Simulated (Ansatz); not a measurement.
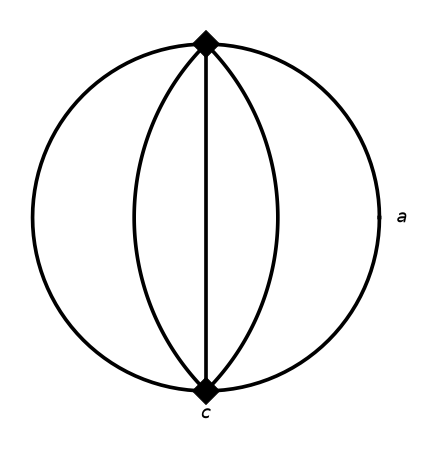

Stereographic projection: heavy lines are mirror planes (a heavy rim: a mirror in the plane of the page); lens, triangle, square and hexagon are 2-, 3-, 4- and 6-fold axes, a lens in an open square is −4, a triangle in an open hexagon −6; thin dashed diameters join the ends of axes that lie in the page; a small open circle marks inversion. The b axis points at the viewer. Computed from the symmetry operations of a computed or model structure of composition TaAs.

Name the crystal class.

4mm (C4v), order 8, tetragonal system: one fourfold axis, four mirror planes.

Which physical properties does it allow?

It is not centrosymmetric; polar, so pyroelectricity and piezoelectricity are allowed; it is not chiral.
